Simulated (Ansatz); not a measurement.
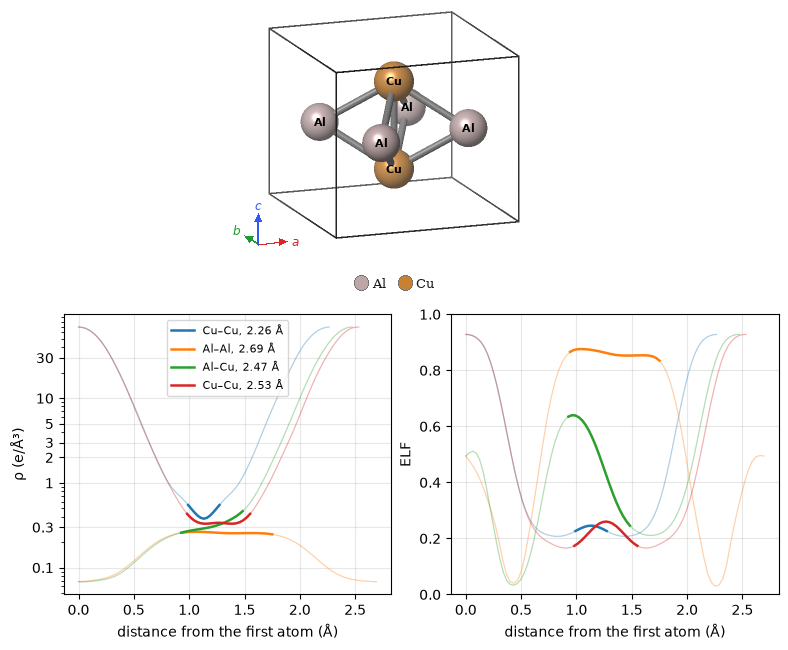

Al2Cu. Valence pseudo-density and electron localisation function along straight lines between neighbouring atoms. Thin, pale parts lie inside the atomic spheres. The structure is drawn too.

Space group P4/m; a structure generated by program, which may or may not match a known phase; computed without spin polarisation.

All numbers below come from DFT PBE, scalar-relativistic, plane waves, PAW in Ansatz.

The density is the valence pseudo-density of a PAW calculation; it isn't the true density close to the nuclei.

```xyz
6
Lattice="5.4771 0.0000 0.0000 0.0000 5.4771 0.0000 0.0000 0.0000 4.7967" Properties=species:S:1:pos:R:3 pbc="T T T"
Al    0.8981    3.7982    2.3984
Al    4.5791    1.6790    2.3984
Al    1.6790    0.8981    2.3984
Al    3.7982    4.5791    2.3984
Cu    2.7386    2.7386    3.6644
Cu    2.7386    2.7386    1.1323
```

Compare the contacts.

Answer. Cu–Cu (2.26 Å): ρ is about 0.38 e/Å³ halfway; the ELF is about 0.25 at the midpoint; no shared electron pair shows on this line.
Al–Al (2.69 Å): the density is about 0.26 e/Å³ at the midpoint; the ELF peaks at about 0.90 between the atoms.
Al–Cu (2.47 Å): the density is about 0.31 e/Å³ at the midpoint; the ELF peaks at about 0.65 between the atoms.
Cu–Cu (2.53 Å): ρ at the midpoint is about 0.34 e/Å³; the ELF is about 0.25 at the midpoint: no shared electron pair shows on this line.
